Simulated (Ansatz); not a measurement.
# Re in Pt(111), 2x2: scattering by a point defect

Wanted: the reflection from a plane of defects, Re in Pt(111), 2x2, and the resistivity it implies.

Program: Ansatz 0.2.0. Level of theory: Ansatz plane-wave DFT, PBE, PAW files; ballistic transport by layer matching (Landauer), zero bias; PAW set soft_1. Results are calculated unless marked as measured.

## (1) The starting structure

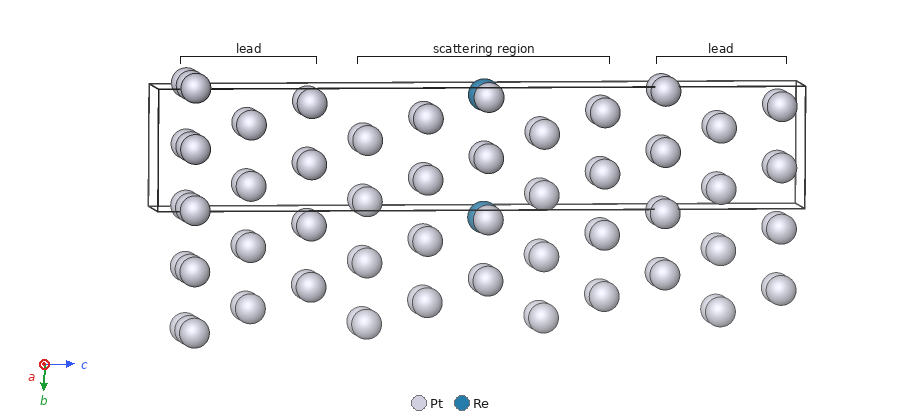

Start, viewed from the side, with the c axis across the page; platinum light grey, rhenium blue. 1×2×1 cells are drawn. Some periodic images of atoms are drawn too.

The cell holds 44 atoms: 43 Pt and 1 Re. Cell: a = 5.546 Å, b = 5.546 Å, c = 24.958 Å, α = 86.8°, β = 93.2°, γ = 120.0°. It derives from Pt. Regions: lead, 24 atoms (24 Pt); scattering region, 20 atoms (19 Pt and 1 Re). The structure is stacked along c, and the current runs across the ab planes.

## (2) Transmission at ideal sites

The defect sits in one plane of the supercell, all atoms on ideal sites; the layers about the cell's end are the lead. The mesh across the current, 12×12, is finer than the density's, because channels open and close sharply across the zone. Energies from -0.1 to 0.1 eV in steps of 0.05 eV are too few for the program's thermal sum, so it prints no conductance; for a metal the transmission near the Fermi level serves, at a fraction of the cost.

Contents of input.yaml:

```yaml
crystal:
  lattice:
    - [5.5462627489, 0.0, 0.0]
    - [-2.7731313745, 4.8032044366, 0.0]
    - [-1.3865656872, 0.8005340728, 24.9067751428]
  atoms:
    - { symbol: Pt, position: [0.0075757576, 0.9924242424, 0.0454545455] }
    - { symbol: Pt, position: [0.0075757576, 0.4924242424, 0.0454545455] }
    - { symbol: Pt, position: [0.5075757576, 0.9924242424, 0.0454545455] }
    - { symbol: Pt, position: [0.5075757576, 0.4924242424, 0.0454545455] }
    - { symbol: Pt, position: [0.1893939394, 0.3106060606, 0.1363636364] }
    - { symbol: Pt, position: [0.1893939394, 0.8106060606, 0.1363636364] }
    - { symbol: Pt, position: [0.6893939394, 0.3106060606, 0.1363636364] }
    - { symbol: Pt, position: [0.6893939394, 0.8106060606, 0.1363636364] }
    - { symbol: Pt, position: [0.3712121212, 0.1287878788, 0.2272727273] }
    - { symbol: Pt, position: [0.3712121212, 0.6287878788, 0.2272727273] }
    - { symbol: Pt, position: [0.8712121212, 0.1287878788, 0.2272727273] }
    - { symbol: Pt, position: [0.8712121212, 0.6287878788, 0.2272727273] }
    - { symbol: Pt, position: [0.053030303, 0.946969697, 0.3181818182] }
    - { symbol: Pt, position: [0.053030303, 0.446969697, 0.3181818182] }
    - { symbol: Pt, position: [0.553030303, 0.946969697, 0.3181818182] }
    - { symbol: Pt, position: [0.553030303, 0.446969697, 0.3181818182] }
    - { symbol: Pt, position: [0.2348484848, 0.2651515152, 0.4090909091] }
    - { symbol: Pt, position: [0.2348484848, 0.7651515152, 0.4090909091] }
    - { symbol: Pt, position: [0.7348484848, 0.2651515152, 0.4090909091] }
    - { symbol: Pt, position: [0.7348484848, 0.7651515152, 0.4090909091] }
    - { symbol: Re, position: [0.4166666667, 0.0833333333, 0.5] }
    - { symbol: Pt, position: [0.4166666667, 0.5833333333, 0.5] }
    - { symbol: Pt, position: [0.9166666667, 0.0833333333, 0.5] }
    - { symbol: Pt, position: [0.9166666667, 0.5833333333, 0.5] }
    - { symbol: Pt, position: [0.0984848485, 0.9015151515, 0.5909090909] }
    - { symbol: Pt, position: [0.0984848485, 0.4015151515, 0.5909090909] }
    - { symbol: Pt, position: [0.5984848485, 0.9015151515, 0.5909090909] }
    - { symbol: Pt, position: [0.5984848485, 0.4015151515, 0.5909090909] }
    - { symbol: Pt, position: [0.2803030303, 0.2196969697, 0.6818181818] }
    - { symbol: Pt, position: [0.2803030303, 0.7196969697, 0.6818181818] }
    - { symbol: Pt, position: [0.7803030303, 0.2196969697, 0.6818181818] }
    - { symbol: Pt, position: [0.7803030303, 0.7196969697, 0.6818181818] }
    - { symbol: Pt, position: [0.4621212121, 0.0378787879, 0.7727272727] }
    - { symbol: Pt, position: [0.4621212121, 0.5378787879, 0.7727272727] }
    - { symbol: Pt, position: [0.9621212121, 0.0378787879, 0.7727272727] }
    - { symbol: Pt, position: [0.9621212121, 0.5378787879, 0.7727272727] }
    - { symbol: Pt, position: [0.1439393939, 0.8560606061, 0.8636363636] }
    - { symbol: Pt, position: [0.1439393939, 0.3560606061, 0.8636363636] }
    - { symbol: Pt, position: [0.6439393939, 0.8560606061, 0.8636363636] }
    - { symbol: Pt, position: [0.6439393939, 0.3560606061, 0.8636363636] }
    - { symbol: Pt, position: [0.3257575758, 0.1742424242, 0.9545454545] }
    - { symbol: Pt, position: [0.3257575758, 0.6742424242, 0.9545454545] }
    - { symbol: Pt, position: [0.8257575758, 0.1742424242, 0.9545454545] }
    - { symbol: Pt, position: [0.8257575758, 0.6742424242, 0.9545454545] }
kpoints:
  mp_grid: { grid: [5, 5, 1] }
hamiltonian:
  xc: pbe
  pseudopotentials: { kind: paw, azcp: { folder: soft_1 } }
scf:
  occupations: { method: fermi_dirac, width: 0.1 }
output:
  transmission: { leads: [[0, 4]], kmesh: [12, 12], e_range: [-0.1, 0.1], de: 0.05 }
  write_potential: true
  write_density: true
  volumetric_format: npy
  elf: true
```

Command:

```sh
$ ansatz run input.yaml --threads 4 --pin off --max-ram 15360MiB --backend cpu --events-out ev --progress --plain --runs-dir out
```

Numbers of over 12 decimals in the logs are rounded to 6 here.

What it wrote:

```text
Engine: ansatz 0.2.0, aarch64-unknown-linux-gnu
Pseudopotentials: kind: paw
Pseudopotential: Pt, paw, valence charge 18, recommended cutoff 420 eV (normal), soft_1/Pt.paw.azcp
Pseudopotential: Re, paw, valence charge 15, recommended cutoff 420 eV (normal), soft_1/Re.paw.azcp
Functional definition: PBE
  parameter kappa = 0.804
  parameter beta = 0.066725
  exchange = pbe_x(kappa = kappa, mu = beta*pi^2/3)
  correlation = pbe_c(beta = beta)
Crystal: 44 atoms, lattice volume = 663.512 Å³
Basis set: ecut = 420 eV, 13001 PW (Γ)
Bands: 474, of which v1, the nominal top of the filled ones, is band 395 counted from 1 (394 counted from 0)
Symmetry: 4 space group operations
Space group: C2/m (ITA 12), of the structure as read, at distance tolerance 8.7e-5 Å
k-points: 9 of 25
Non-local potential: Pt, projectors of the file, l = 0: 3, l = 1: 2, l = 2: 2, l = 3: 1
Non-local potential: Re, projectors of the file, l = 0: 3, l = 1: 2, l = 2: 2, l = 3: 1
PAW form: soft (Blöchl's): semilocal exchange-correlation on the pseudo side does not see the compensation charge
PAW one-centre angular grid: Pt, 590 points (default); XC on 64 Gauss nodes
PAW one-centre angular grid: Re, 590 points (default); XC on 64 Gauss nodes
Initial density: superposition of atomic densities (chi_scale 0.1, normalization cell, long waves 63 % of neutral atoms (reshape's long-wave potential 1.63 eV rms, cloud 2.87 Å wide))
Initial wavefunctions: pseudopotential atomic-orbital guess
Functional: x = pbe(κ = 0.804, μ = 0.219515), c = pbe(β = 0.066725)
SCF iter   1: F=—  HF=-549468.210715 eV  |F-HF|=—  |Δ(HF+E_count)|=         —  Δρ=1.34e-1  dr2=2.64e3  ethr=3.10e-3  ⟨swp⟩=5.0  Hψ=12992  notcnv=0  defer=200
preconditioner: auto → Kerker (q_TF=auto, 2.808 Å⁻¹)  [metal: Δε(μ)=0.018 eV  Ē_g=8.460 eV  σ=0.100 eV  W_gap=0.05  n_scr=272 (ndim 8)  ℏωp=30.1 eV  f_vac=0.000  D(μ)=47.14/eV (n_scr^D=530)]
SCF iter   2: F=—  HF=-549439.087397 eV  |F-HF|=—  |Δ(HF+E_count)|=    2.91e1  Δρ=5.82e-2  dr2=6.28e2  ethr=3.10e-3  ⟨swp⟩=2.0  Hψ=7254  notcnv=0  defer=369
SCF iter   3: F=—  HF=-549433.491425 eV  |F-HF|=—  |Δ(HF+E_count)|=    5.60e0  Δρ=3.39e-2  dr2=3.22e1  ethr=3.10e-3  ⟨swp⟩=2.9  Hψ=8004  notcnv=0  defer=375
SCF iter   4: F=—  HF=-549432.442693 eV  |F-HF|=—  |Δ(HF+E_count)|=    1.05e0  Δρ=1.80e-2  dr2=7.45e1  ethr=3.10e-3  ⟨swp⟩=2.0  Hψ=6143  notcnv=0  defer=382  recentre
SCF iter   5: F=—  HF=-549432.006574 eV  |F-HF|=—  |Δ(HF+E_count)|=   4.36e-1  Δρ=4.17e-3  dr2=4.22e0  ethr=3.10e-3  ⟨swp⟩=1.0  Hψ=4000  notcnv=0  defer=382
SCF iter   6: F=—  HF=-549431.952355 eV  |F-HF|=—  |Δ(HF+E_count)|=   5.42e-2  Δρ=1.78e-3  dr2=1.29e0  ethr=5.35e-4  ⟨swp⟩=1.1  Hψ=4118  notcnv=0  defer=384
SCF iter   7: F=—  HF=-549431.942772 eV  |F-HF|=—  |Δ(HF+E_count)|=   9.58e-3  Δρ=3.76e-4  dr2=5.45e-2  ethr=1.64e-4  ⟨swp⟩=1.0  Hψ=3882  notcnv=0  defer=384
SCF iter   8: F=—  HF=-549431.942427 eV  |F-HF|=—  |Δ(HF+E_count)|=   3.45e-4  Δρ=8.13e-5  dr2=5.29e-4  ethr=6.91e-6  ⟨swp⟩=1.1  Hψ=4002  notcnv=0  defer=384
SCF iter   9: F=—  HF=-549431.942398 eV  |F-HF|=—  |Δ(HF+E_count)|=   2.88e-5  Δρ=2.98e-5  dr2=3.38e-5  ethr=6.70e-8  ⟨swp⟩=1.2  Hψ=3884  notcnv=0  defer=384
SCF iter  10: F=—  HF=-549431.943213 eV  |F-HF|=—  |Δ(HF+E_count)|=   8.15e-4  Δρ=5.69e-6  dr2=1.88e-6  ethr=4.28e-9  ⟨swp⟩=1.1  Hψ=4175  notcnv=0  defer=384
SCF iter  11: F=—  HF=-549431.943213 eV  |F-HF|=—  |Δ(HF+E_count)|=   3.97e-8  Δρ=1.24e-6  dr2=1.81e-7  ethr=2.39e-10  ⟨swp⟩=1.2  Hψ=3953  notcnv=0  defer=384
SCF iter  12: F=-549431.943213 eV  HF=-549431.943213 eV  |F-HF|=1.50e-8  |Δ(HF+E_count)|=   2.56e-9  Δρ=3.96e-7  dr2=1.56e-8  ethr=1.27e-11  ⟨swp⟩=8.3  Hψ=13026  notcnv=0
SCF 1 converged in 12 iterations: F = -549431.943213 eV  dr2 = 1.56e-8
  greatest PAW one-centre occupation: 1.000 electrons in one spin orbital (limit 2), on the Pt atom at site 23 (counted from 0), in its partial waves of l = 0
transmission: 192 of 1892 steps passed
transmission: 380 of 1892 steps passed
[...]
transmission: 1892 of 1892 steps passed
SCF converged after 12 iterations
Free energy (F): -549431.943213 eV
Harris-Foulkes:  -549431.943213 eV  (|F-HF|=1.50e-8)
Internal energy: -549429.585550 eV  (E = F + TS)
E sigma→0 (E₀):  -549430.764381 eV
Entropy (-TS):   -2.357663 eV (-53.583 meV/atom)
Fermi energy:    23.456759 eV
--- Per-component energies (eV) ---
  E_band       = -5604.615496
  E_kinetic    = 26207.219247
  E_local      = -62207.344999  (includes V_loc(G=0)·N_el)
  E_nonlocal   = 8845.275820
  E_hartree    = 23664.980116
  E_xc         = -10357.857438
  E_vxc        = -11975.443913  (∫ρ·V_xc dr)
  E_paw        = -416510.950032  (= ΣΔE_a)
  E_vpaw       = -13804.331056  (= ΣTr[D̂ρ^β])
  E_aug_tail   = 0.047992  (compensation charges beyond the density's cutoff)
  E_ewald      = -119070.956256
  E_smearing   = -2.357663  (= −TS)
  E_closure    = -0.000000  (closes the sum)
  Σ components = -549431.943213   (vs F -549431.943213, Δ=0.00e0)
--- Band table (eV; the first three rows and the last of 9) ---
  k-point 0: bands = [... 391 lower, 23.6254, 23.6600, 23.6617, 23.6775, 23.7117, 23.7200, 23.7238, 23.7449, ... 75 higher]
  k-point 1: bands = [... 391 lower, 23.4370, 23.4594, 23.4825, 23.5179, 23.5342, 23.5627, 23.5960, 23.6151, ... 75 higher]
  k-point 2: bands = [... 391 lower, 23.4017, 23.4115, 23.4415, 23.4700, 23.5030, 23.5139, 23.5441, 23.5826, ... 75 higher]
  k-point 8: bands = [... 391 lower, 23.4025, 23.4581, 23.4851, 23.5007, 23.5335, 23.5431, 23.5752, 23.5980, ... 75 higher]
--- Transmission ---
  basis      : 241 plane waves across, 44 finite elements along
  points     : 43, standing for a mesh of 12 x 12
  energies   : 5 from -0.100000 to 0.100000 eV about the Fermi level, 0.050000 eV apart; the leads are filled to 0.000000 eV, and channels, transmission and decay are at 0.000000 eV
  crystal 0  : Pt4, at the sites [0, 4], period 2.2643 Å, over 22.64 Å; its Hamiltonian steps by up to 4.7 meV
    offset         : up to 0.0000 Å between an atom of the period and one for which it stands
    channels       : 7.368056e0 a spin
    conductance    : none, the energies end too early or step too widely for 300 K: set another output.transmission.e_range or a lower de, or, where they end at an eighth of basis.ecutwfc, a higher one
  junction   : crystal 0 to crystal 0, 0.70 to 23.34 Å
    transmission   : 4.378654e0 a spin
    conductance    : none, the energies end too early or step too widely for 300 K: set another output.transmission.e_range or a lower de, or, where they end at an eighth of basis.ecutwfc, a higher one
```

The job ended after 7 min (4 threads of Arm Neoverse V1, shared host; peak memory 5.8 GiB; 25 min of CPU time).

This run has no spin polarisation although its electron count is odd.

This step gave:

* free energy: -549431.9432 eV
* energy at zero smearing: -549430.7644 eV
* Fermi energy: 23.46 eV
* cell area: 26.64 Å²
* transmission per spin nearest the Fermi level: 4.379
* open channels per spin nearest the Fermi level: 7.368
* step of the lead's potential: 4.7 meV

Per spin. Table of transmission, zone mean by energy, zero at the Fermi level:

| energy (eV) | transmission, zone mean |
| --- | --- |
| -0.1000 | 5.06 |
| -0.0500 | 4.79 |
| 0.0000 | 4.38 |
| 0.0500 | 3.84 |
| 0.1000 | 3.26 |

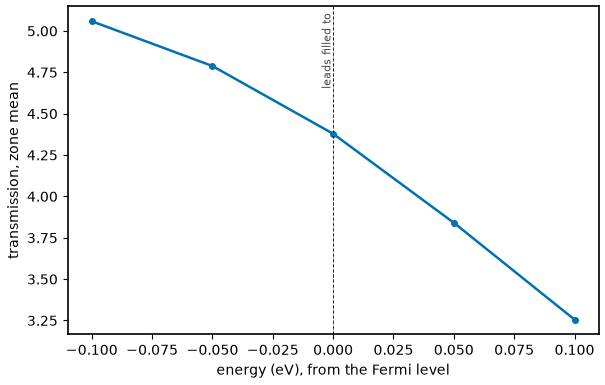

Transmission, zone mean, plotted against energy.

Per spin. The open channels, zone mean, lead by energy, zero at the Fermi level:

| energy (eV) | open channels, zone mean, lead |
| --- | --- |
| -0.1000 | 7.89 |
| -0.0500 | 7.60 |
| 0.0000 | 7.37 |
| 0.0500 | 5.98 |
| 0.1000 | 5.35 |

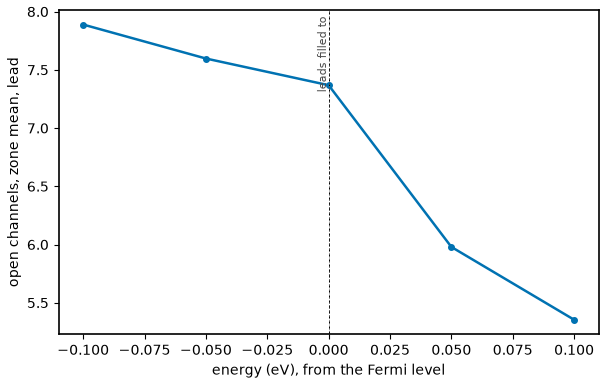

Open channels, zone mean, lead, plotted against energy.

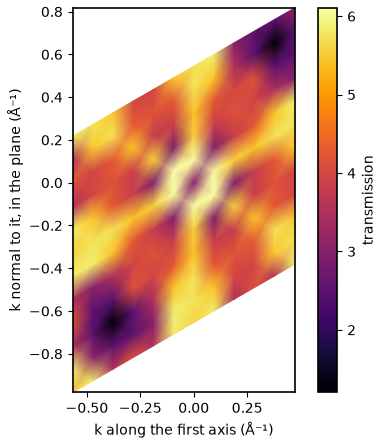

Transmission over k1 and k2. At 0.0000 eV from the Fermi level.

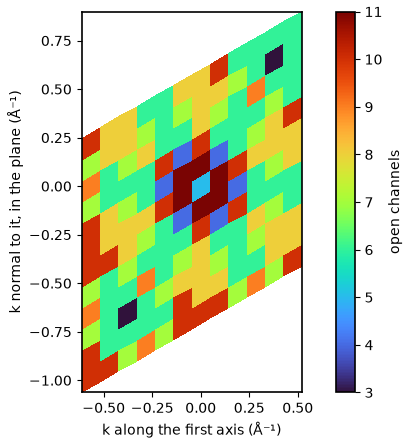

Open channels over k1 and k2. At 0.0000 eV from the Fermi level.

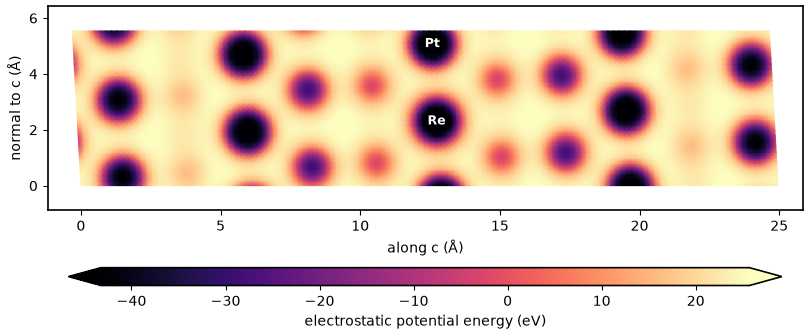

Electrostatic potential energy in the ca plane at fractional y = 0.083, with atoms of Re and Pt within 0.2 Å of it. With pseudopotentials it is smooth inside the atoms' cores, unlike the true potential.

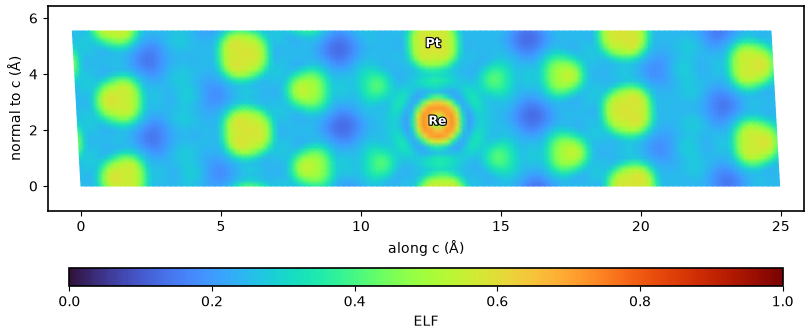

ELF in the ca plane at fractional y = 0.083, with atoms of Re and Pt within 0.2 Å of it. It is the smooth field of the valence electrons, not physical close to the nuclei.

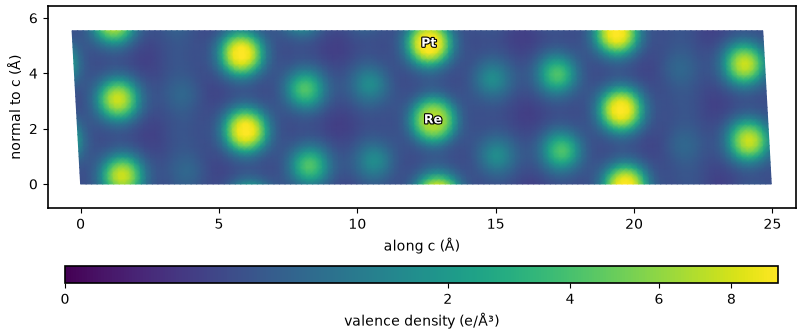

Valence density in the ca plane at fractional y = 0.083, with atoms of Re and Pt within 0.2 Å of it. It is the smooth field of the valence electrons, not physical close to the nuclei. The colour scale is stretched toward low values.

Over the solved energies the transmission per spin lies between 3.26 and 5.06, out of 6.84 channels of the lead on average (up to 7.89).

## (3) Resistance at ideal sites

This step: Ansatz plane-wave DFT, PBE, PAW files; ballistic transport by layer matching (Landauer), zero bias; area resistance of the defect plane and resistivity an atomic per cent; PAW set soft_1 (Ansatz 0.2.0).

Numbers from this step:

```
area resistance                                                                                 : 0.3005 fΩ m²
T over the leads' mean channel count                                                            : 0.6210
resistivity per at.% scaled from this dense plane, with the factor 3/4 for isotropic scattering : 3.982 µΩ cm
```

Averaged over the energies near the Fermi level, 62.1 % of the channels pass, which makes 0.301 fΩ m².

By hand, with T and the leads' channels N averaged over the energies near the Fermi level: RA = A (h/2e²)(1/T − 1/N) = 26.64×10⁻²⁰ m² × 12 906 Ω × (1/4.336 − 1/6.981) = 0.301 fΩ m². Per atomic per cent: RA × A / V_atom × 0.01 × 3/4 = 3.98 µΩ cm, with the host's V_atom = 15.08 Å³.

## (4) The same junction, with changed settings

A repeat with a deliberate mistake in the input, to see how the program answers it.

This step: Ansatz plane-wave DFT, PBE, PAW files; ballistic transport by layer matching (Landauer), zero bias; changed: output.transmission.de = 0.2, output.transmission.e_range = [-2, 2], scf.max_iter = 75; PAW set soft_1 (Ansatz 0.2.0).

Changes to input.yaml since step 2:

```diff
@@ -57,4 +57,5 @@
   occupations: { method: fermi_dirac, width: 0.1 }
+  max_iter: 75
 output:
-  transmission: { leads: [[0, 4]], kmesh: [12, 12], e_range: [-0.1, 0.1], de: 0.05 }
+  transmission: { leads: [[0, 4]], kmesh: [12, 12], e_range: [-2, 2], de: 0.2 }
   write_potential: true
@@ -62,2 +63 @@
   volumetric_format: npy
-  elf: true
```

What it wrote:

```text
[... 9 set-up lines as in the run before ...]
Crystal: 44 atoms, lattice volume = 663.512 Å³
Basis set: ecut = 420 eV, 13001 PW (Γ)
Bands: 474, of which v1, the nominal top of the filled ones, is band 395 counted from 1 (394 counted from 0)
[... 2 set-up lines as in the run before ...]
k-points: 9 of 25
[... 8 set-up lines as in the run before ...]
SCF iter   1: F=—  HF=-549468.210715 eV  |F-HF|=—  |Δ(HF+E_count)|=         —  Δρ=1.34e-1  dr2=2.64e3  ethr=3.10e-3  ⟨swp⟩=5.0  Hψ=12992  notcnv=0  defer=200
preconditioner: auto → Kerker (q_TF=auto, 2.808 Å⁻¹)  [metal: Δε(μ)=0.018 eV  Ē_g=8.460 eV  σ=0.100 eV  W_gap=0.05  n_scr=272 (ndim 8)  ℏωp=30.1 eV  f_vac=0.000  D(μ)=47.14/eV (n_scr^D=530)]
SCF iter   2: F=—  HF=-549439.087397 eV  |F-HF|=—  |Δ(HF+E_count)|=    2.91e1  Δρ=5.82e-2  dr2=6.28e2  ethr=3.10e-3  ⟨swp⟩=2.0  Hψ=7254  notcnv=0  defer=369
SCF iter   3: F=—  HF=-549433.491425 eV  |F-HF|=—  |Δ(HF+E_count)|=    5.60e0  Δρ=3.39e-2  dr2=3.22e1  ethr=3.10e-3  ⟨swp⟩=2.9  Hψ=8004  notcnv=0  defer=375
SCF iter   4: F=—  HF=-549432.442693 eV  |F-HF|=—  |Δ(HF+E_count)|=    1.05e0  Δρ=1.80e-2  dr2=7.45e1  ethr=3.10e-3  ⟨swp⟩=2.0  Hψ=6143  notcnv=0  defer=382  recentre
SCF iter   5: F=—  HF=-549432.006574 eV  |F-HF|=—  |Δ(HF+E_count)|=   4.36e-1  Δρ=4.17e-3  dr2=4.22e0  ethr=3.10e-3  ⟨swp⟩=1.0  Hψ=4000  notcnv=0  defer=382
SCF iter   6: F=—  HF=-549431.952355 eV  |F-HF|=—  |Δ(HF+E_count)|=   5.42e-2  Δρ=1.78e-3  dr2=1.29e0  ethr=5.35e-4  ⟨swp⟩=1.1  Hψ=4118  notcnv=0  defer=384
SCF iter   7: F=—  HF=-549431.942772 eV  |F-HF|=—  |Δ(HF+E_count)|=   9.58e-3  Δρ=3.76e-4  dr2=5.45e-2  ethr=1.64e-4  ⟨swp⟩=1.0  Hψ=3882  notcnv=0  defer=384
SCF iter   8: F=—  HF=-549431.942427 eV  |F-HF|=—  |Δ(HF+E_count)|=   3.45e-4  Δρ=8.13e-5  dr2=5.29e-4  ethr=6.91e-6  ⟨swp⟩=1.1  Hψ=4002  notcnv=0  defer=384
SCF iter   9: F=—  HF=-549431.942398 eV  |F-HF|=—  |Δ(HF+E_count)|=   2.88e-5  Δρ=2.98e-5  dr2=3.38e-5  ethr=6.70e-8  ⟨swp⟩=1.2  Hψ=3884  notcnv=0  defer=384
SCF iter  10: F=—  HF=-549431.943213 eV  |F-HF|=—  |Δ(HF+E_count)|=   8.15e-4  Δρ=5.69e-6  dr2=1.88e-6  ethr=4.28e-9  ⟨swp⟩=1.1  Hψ=4175  notcnv=0  defer=384
SCF iter  11: F=—  HF=-549431.943213 eV  |F-HF|=—  |Δ(HF+E_count)|=   3.97e-8  Δρ=1.24e-6  dr2=1.81e-7  ethr=2.39e-10  ⟨swp⟩=1.2  Hψ=3953  notcnv=0  defer=384
SCF iter  12: F=-549431.943213 eV  HF=-549431.943213 eV  |F-HF|=1.50e-8  |Δ(HF+E_count)|=   2.56e-9  Δρ=3.96e-7  dr2=1.56e-8  ethr=1.27e-11  ⟨swp⟩=8.3  Hψ=13026  notcnv=0
SCF 1 converged in 12 iterations: F = -549431.943213 eV  dr2 = 1.56e-8
[...]
transmission: 200 of 1978 steps passed
transmission: 396 of 1978 steps passed
[...]
transmission: 1187 of 1978 steps passed
```

Wall time 10 min (4 threads); peak memory 5.8 GiB.

The run was cut off at the time limit after its SCF cycle had converged; no result of it is taken.

The fault put into the input: an energy step too wide for a conductance (output.transmission.de = 0.2 and output.transmission.e_range = [-2, 2]).

## (5) Results

```json
{
  "share of channels that pass, rigid": "0.621",
  "area resistance, rigid": "0.301 fΩ m²",
  "resistivity per at.% from the area resistance, times 3/4, rigid": "3.98 µΩ cm"
}
```

In words: The plane of defects adds 0.30 fΩ m². Scaled to one atomic per cent that is 5.3 µΩ cm as it stands and 4.0 with the factor 3/4 for isotropic scattering on a spherical Fermi surface; with the reflection in place of the resistance taken as linear in the density it would be 2.5. These are rough estimates of the dilute value, not bounds. One Re in each 2x2 cell reflects 38 % of the lead's channels. The defects form a dense periodic sheet that scatters coherently, unlike a dilute random alloy. T and N are means over the solved energies nearest the Fermi level. Spin-orbit coupling is left out, which matters for Pt and Re.

[Logs are printed without paths, hosts, clocks, repeated set-up lines and the standing remarks that a program may print on its own settings, such as how far it seeks lower states.]

[Hosts, paths, dates, database ids (printed as entryN), source tags and the programs' standing remarks are cut or masked in the printed files.]
